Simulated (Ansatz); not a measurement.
## P: single-point calculation

The run: single-point calculation of P (4 atoms in the cell). Method and program: DFT r2SCAN, scalar-relativistic, plane waves, PAW, no spin polarisation (Ansatz 0.2.0).

The structure derives from a Materials Project entry. It belongs to a series of runs on one base structure; here: strain -0.030 along x and y, +0.030 along z, atoms carried along. Figures and captions count atoms from 1; the log counts them from 0 in places.

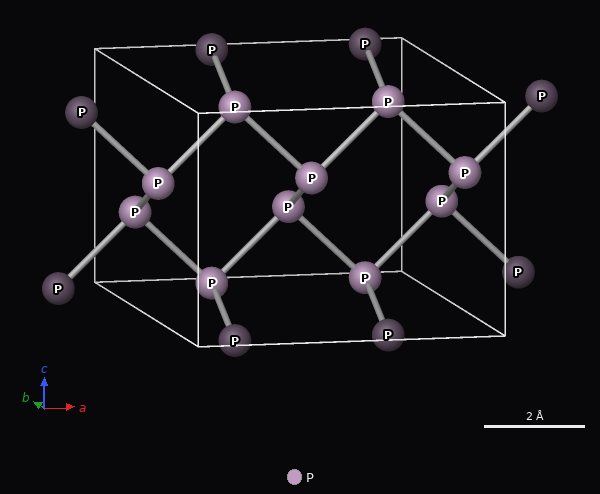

Figure 1. The input geometry (ball-and-stick view of the 2 × 1 repeat of the cell, with the vacuum cut short, seen slightly off an axis; neighbours outside the cell are drawn fainter). An atom can appear more than once, as a periodic image. Near neighbours in the periodic cell (some may lie outside the picture): P has 3 P at 2.19 Å.

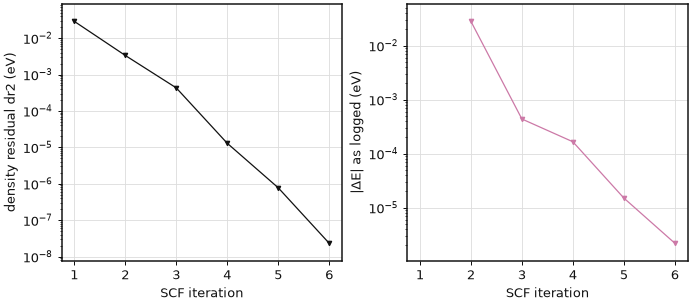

Figure 2. Convergence of the self-consistent field: density residual dr2 and size of the energy change against the SCF iteration. The residual falls at every step.

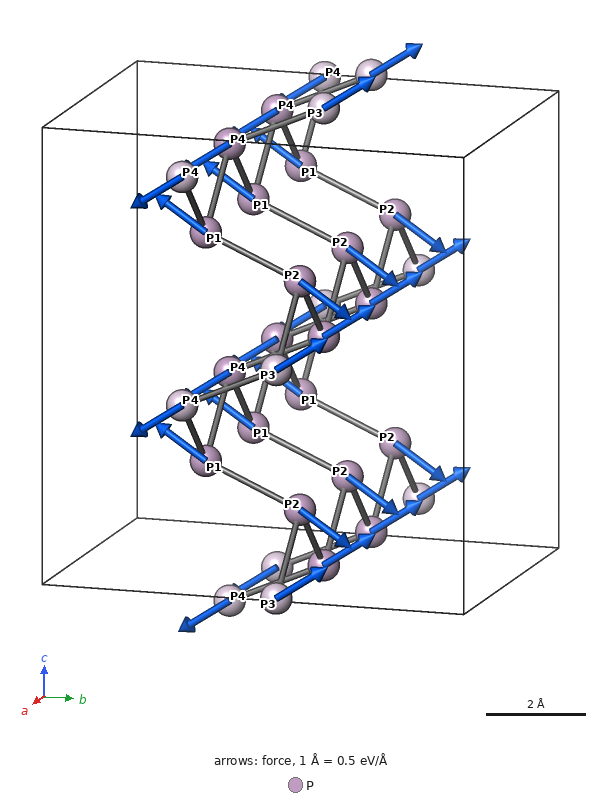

Figure 3. Forces on the atoms as blue arrows (ball-and-stick view of the 2 × 2 repeat of the cell, with the vacuum cut short, seen slightly off an axis; neighbours outside the cell are drawn fainter; atoms are numbered from 1 in the order of the input). The largest act on all 4 P atoms (0.67 eV/Å). The geometry is not a stationary point of this energy.

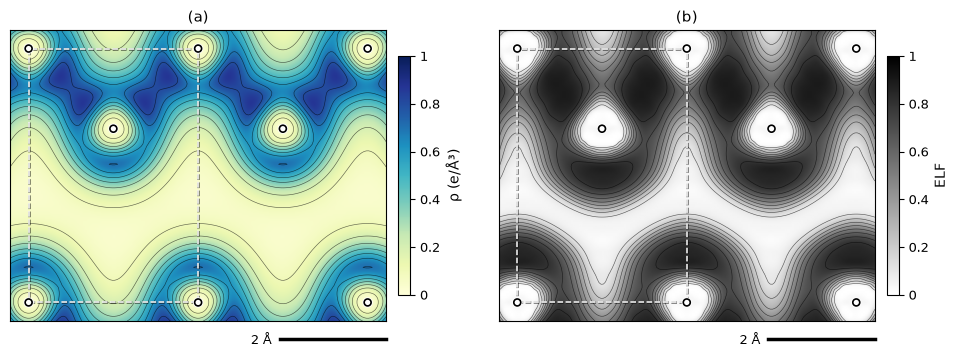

Figure 4. (a) valence charge density (pseudo); (b) ELF on the (010) plane of the conventional cell. Circles mark the nuclei in the plane (P). The section cuts through P sites. P–P (2.19 Å): ρ at the midpoint is about 0.81 e/Å³, a local maximum along the line; the ELF peaks at about 0.90 between the atoms, which marks localised, shared-pair bonding. Away from the nuclei the density in this plane falls to 0.04 e/Å³ at its lowest. The fields are those of the smooth PAW valence density.

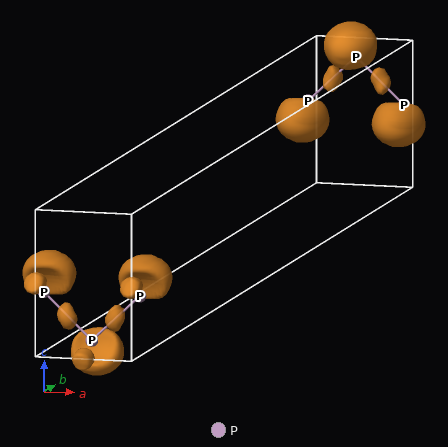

Figure 5. Isosurface of the ELF at 0.85 (orange), seen slightly off an axis. Core shells and regions of very low density are left out. Sticks mark near contacts. The outline is the cell set on symmetry axes. Along the contacts the grid gives the following. P–P (2.19 Å): the ELF peaks at about 0.90 between the atoms, which marks a shared electron pair.

The input and output of the run follow.

### Input
```yaml
crystal:
  lattice:
    - [3.1852158884, 0.0, 0.0]
    - [0.0, 33.8113200603, 0.0]
    - [0.0, 0.0, 4.7710472513]
  atoms:
    - { symbol: P, position: [0.0, 0.97026143, 0.59215072] }
    - { symbol: P, position: [0.0, 0.02973857, 0.40784928] }
    - { symbol: P, position: [0.5, 0.02973857, 0.09215072] }
    - { symbol: P, position: [0.5, 0.97026143, 0.90784928] }
basis:
  ecutwfc: 500
kpoints:
  mp_grid: { grid: [8, 1, 6] }
hamiltonian:
  xc: r2scan
scf:
  occupations: { method: gaussian, width: 0.05 }
output:
  forces: true
  stress: true
  eigenvalues: true
  write_density: true
  write_potential: true
  elf: true
  volumetric_format: npy
```

Command:
```bash
ansatz run input.yaml --threads 1 --pin off --max-ram 2560MiB --backend cpu --events-out ev --progress --plain --runs-dir out
```

### Output
```
Engine: ansatz 0.2.0, x86_64-unknown-linux-gnu
Pseudopotentials: kind: paw
Pseudopotential: P, paw, valence charge 5, recommended cutoff 500 eV (meta_gga), P.paw.azcp
Functional definition: r2SCAN
  parameter k0 = 0.174
  parameter k1 = 0.065
  parameter a1 = 4.9479
  exchange = r2scan_x(k0 = k0, k1 = k1, a1 = a1)
  correlation = r2scan_c
Crystal: 4 atoms, lattice volume = 513.824 Å³
Basis set: ecut = 500 eV, 13117 PW (Γ), exchange–correlation on 96×1000×144 points (64 copies of the dense FFT grid, shifted against one another)
Bands: 14, of which v1, the nominal top of the filled ones, is band 10 counted from 1 (9 counted from 0)
Symmetry: 8 space group operations
Space group: Pmna (ITA 53), of the structure as read, at distance tolerance 8.0e-5 Å
k-points: 20 of 48
Non-local potential: P, projectors of the file, l = 0: 2, l = 1: 2, l = 2: 2
PAW form: soft (Blöchl's): semilocal exchange-correlation on the pseudo side does not see the compensation charge
PAW frozen core: P, regenerated for the run's functional (the file was generated under x = pbe(κ = 0.804, μ = 0.2195149727645171), c = pbe(β = 0.06672455060314922))
PAW one-centre angular grid: P, 302 points (default); XC on 160 Gauss nodes
Initial density: superposition of atomic densities (neutral atoms: chi_scale 0, normalization atom), corrected by the library's trained network
Initial wavefunctions: pseudopotential atomic-orbital guess
Functional: x = r2scan, c = r2scan; τ floored in thin density (d = 2e-4 eV/Å³)
SCF iter   1: F=—  HF=-3036.394304 eV  |F-HF|=—  |Δ(HF+E_count)|=         —  Δρ=1.97e-3  dr2=2.89e-2  dr2_τ=3.90e-2  ethr=1.77e-3  ⟨swp⟩=11.0  Hψ=2632  notcnv=0
preconditioner: auto → Resta (q_TF=auto, 1.588 Å⁻¹)  ε∞=1.6  [insulator: Δε(μ)=1.387 eV  Ē_g=9.548 eV  σ=0.050 eV  W_gap=1.00  n_scr=34 (ndim 8)  ℏωp=7.3 eV  f_vac=0.802  D(μ)=0.00/eV (n_scr^D=0)  ε∞_Penn≈1.6  vacuum switching on, ρ_ref=6.6e-3 e/Å³]
SCF iter   2: F=—  HF=-3036.422368 eV  |F-HF|=—  |Δ(HF+E_count)|=   2.81e-2  Δρ=9.86e-4  dr2=3.35e-3  dr2_τ=1.18e-4  ethr=1.45e-4  ⟨swp⟩=3.4  Hψ=759  notcnv=0
SCF iter   3: F=—  HF=-3036.422807 eV  |F-HF|=—  |Δ(HF+E_count)|=   4.38e-4  Δρ=3.32e-4  dr2=4.31e-4  dr2_τ=1.37e-5  ethr=1.67e-5  ⟨swp⟩=2.6  Hψ=469  notcnv=0
SCF iter   4: F=—  HF=-3036.422972 eV  |F-HF|=—  |Δ(HF+E_count)|=   1.66e-4  Δρ=5.09e-5  dr2=1.30e-5  dr2_τ=6.37e-7  ethr=2.15e-6  ⟨swp⟩=2.1  Hψ=429  notcnv=0
SCF iter   5: F=—  HF=-3036.422987 eV  |F-HF|=—  |Δ(HF+E_count)|=   1.51e-5  Δρ=1.23e-5  dr2=7.79e-7  dr2_τ=3.08e-8  ethr=6.51e-8  ⟨swp⟩=2.4  Hψ=535  notcnv=0
SCF iter   6: F=-3036.422990 eV  HF=-3036.422990 eV  |F-HF|=1.01e-7  |Δ(HF+E_count)|=   2.20e-6  Δρ=1.90e-6  dr2=2.33e-8  dr2_τ=5.01e-10  ethr=5.00e-10  ⟨swp⟩=16.1  Hψ=2935  notcnv=0
SCF 1 converged in 6 iterations: F = -3036.422990 eV  dr2 = 2.33e-8
  greatest PAW one-centre occupation: 0.805 electrons in one spin orbital (limit 2), on the P atom at site 3 (counted from 0), in its partial waves of l = 0
WARN: The output density's exchange-correlation potential varies sharply where the density is thin. Do not read a vacuum level from v_tot or v_xc, or from such a field of the output density. On a cell that repeats whose density bears no net charge and no dipole along the vacuum's axis use v_es (v_loc + v_h of the components); under efield.dipole_correction with no amplitude use v_es + v_field, which holds any external_charges[].barrier, or the levels of the report's work_function block, which leave it out; under a non-zero efield.amplitude the vacuum is tilted and has no level; on a cell that repeats and bears such a dipole with no correction it is tilted too, and efield.dipole_correction with no amplitude gives each side of its ramp a level where efield: is served; in a cell that repeats whose density bears a net charge (total_charge, or a fill off its count) it is curved and has none; of a slab under crystal.periodic whose density bears no net charge use v_es, which has a level on each side, short of where the two are joined; of another it falls or rises all the way out and has none; of a slab beside external_charges read slab_vacuum_level instead, which it has where they leave it neutral. The grid or the basis barely resolves most such structure, and the values can differ between equally converged runs; as a rule a tighter scf.convergence.dr2_threshold does not remove it. Where the density itself ripples (under the LDA too) a higher basis.ecutwfc lessens it. The files hold the spikes' plane waves up to the density's cutoff. Files: v_tot_of_output_density and the like, and their columns of v_z.tsv (output.write_potential); v_xc_of_output_density and the like, and their columns of v_comp_z.tsv (output.write_potential_components). Measured: with its Gaussian average of σ = 0.25 Å subtracted twice, the exchange-correlation potential is over 0.1 eV at 564 of the grid points where the equally averaged density (valence and model cores) is under 1e-3 e/Å³, and 0.362 eV at the most among them, at an averaged density of 9.2e-4 e/Å³. The input density's (outcome.potential() and, of a run that writes arrays, v_tot and v_xc) is over 0.1 eV, so measured, at 592 points of its own thin density, 0.359 eV at the most. See output.write_potential in the manual, Limitations
SCF converged after 6 iterations
Free energy (F): -3036.422990 eV
Harris-Foulkes:  -3036.422990 eV  (|F-HF|=1.01e-7)
Internal energy: -3036.422990 eV  (E = F + TS)
E sigma→0 (E₀):  -3036.422990 eV
Fermi energy:    -2.870260 eV
--- Per-component energies (eV) ---
  E_band       = -200.412933
  E_kinetic    = 282.203556
  E_local      = -10703.877682  (includes V_loc(G=0)·N_el)
  E_nonlocal   = 133.709988
  E_hartree    = 5183.767202
  E_xc         = -233.379150
  E_vxc        = -261.025882  (∫ρ·V_xc dr)
  E_paw        = -2303.212895  (= ΣΔE_a)
  E_vpaw       = -31.465010  (= ΣTr[D̂ρ^β])
  E_aug_tail   = 0.000002  (compensation charges beyond the density's cutoff)
  E_vtau       = 12.502265  (kinetic-family band-sum trace: ∫τ·v_τ [+ j·A + Jᵃ·Aᵃ] dr)
  E_ewald      = 4604.729358
  E_core_change = -0.363369  (= ΣΔE_core)
  E_smearing   = -0.000000  (= −TS)
  E_closure    = 0.000000  (closes the sum)
  Σ components = -3036.422990   (vs F -3036.422990, Δ=0.00e0)
--- Forces (eV/Å), atoms counted from 1 ---
  atom   1  P      0.00000000    -0.55530633     0.36634913
  atom   2  P      0.00000000     0.55530633    -0.36634913
  atom   3  P      0.00000000     0.55530633     0.36634913
  atom   4  P      0.00000000    -0.55530633    -0.36634913
  max |Σ_I F_I| component: 5.55e-17 eV/Å
--- Stress (GPa, compression-positive) ---
        1.017732       0.000000       0.000000
        0.000000       0.696441       0.000000
        0.000000       0.000000      -0.168484
  P = ⅓ Tr σ = 0.5152 GPa (5.152 kbar)
--- Band table (eV; the first three rows and the last of 20) ---
  k-point 0: bands = ["-19.5619", "-16.8153", "-13.6954", "-9.6709", "-8.4893", "-8.4020", "-6.6381", "-5.1937", "-4.8645", "-3.5789", "-2.1537", "-1.1102", "0.0327", "0.0562"]
  k-point 1: bands = ["-19.4282", "-17.0824", "-13.5677", "-10.3525", "-7.9885", "-7.9782", "-6.5354", "-4.9977", "-4.7996", "-4.3493", "-1.4263", "-1.0142", "-0.2113", "0.0802"]
  k-point 2: bands = ["-19.0389", "-17.7196", "-13.1470", "-11.4433", "-7.3163", "-6.7469", "-6.2434", "-5.4821", "-5.3547", "-4.4441", "-0.7607", "-0.5843", "-0.3175", "0.3201"]
  k-point 19: bands = ["-16.0749", "-16.0749", "-13.8535", "-13.8535", "-8.8659", "-8.8659", "-8.1327", "-8.1327", "-4.4325", "-4.4325", "-0.7756", "-0.7756", "0.0295", "0.0295"]
```

### Results in brief

| quantity | value |
| --- | --- |
| outcome | converged |
| space group (tolerance 0.01 Å) | Pmna (53) |
| electrons treated | 20 |
| free energy | −3036.4230 eV |
| Fermi energy | −2.870 eV |
| gap on the k-point mesh | 1.40 eV |
| pressure | 0.52 GPa |
| largest force (length of the vector) | 0.665 eV/Å |
| hardware | 1 thread of Intel Xeon @ 2.50GHz (Skylake/Cascade Lake), 189 GiB of memory available, shared host |
| wall time | 66 s |
| peak memory | 1.5 GiB |

### Notes

Warnings of the run: the exchange-correlation potential is rough where the density is thin.
